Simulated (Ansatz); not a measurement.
The compound is SiC (space group F-43m, No. 216), taken as the end point of a relaxation with DFT PBEsol, scalar-relativistic, plane waves, PAW in Ansatz.

```
Si C
1.0
     4.35679    0.00000    0.00000
     0.00000    4.35679    0.00000
     0.00000    0.00000    4.35679
Si C
4 4
Direct
  0.25000 0.25000 0.25000
  0.25000 0.75000 0.75000
  0.75000 0.25000 0.75000
  0.75000 0.75000 0.25000
  0.00000 0.00000 0.00000
  0.00000 0.50000 0.50000
  0.50000 0.00000 0.50000
  0.50000 0.50000 0.00000
```

Bonds are taken as C–Si below 2.1 Å; no other contact counts. The graph is simplified in the usual way: terminal and isolated atoms are pruned, two-connected atoms become edges.

What net does this leave?

The result is a uninodal 4-connected, three-periodic net: Si and C are 4-connected nodes. It is the dia net, known from diamond, zinc blende and cristobalite. It is a single net, without interpenetration.

| node | links | point symbol | coordination sequence |
| --- | --- | --- | --- |
| Si and C | 4 | 6⁶ | 4 12 24 42 64 92 124 162 204 252 |

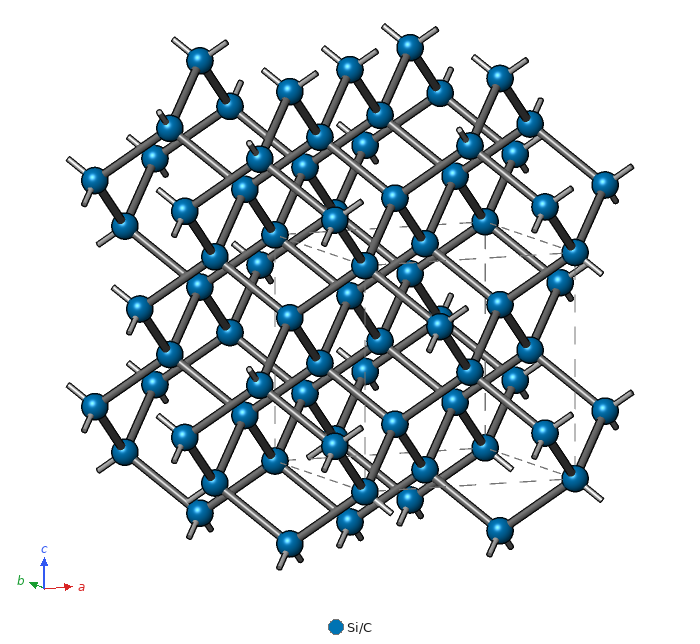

Nodes are coloured by topological kind. Edges to nodes outside the piece are drawn as stubs.
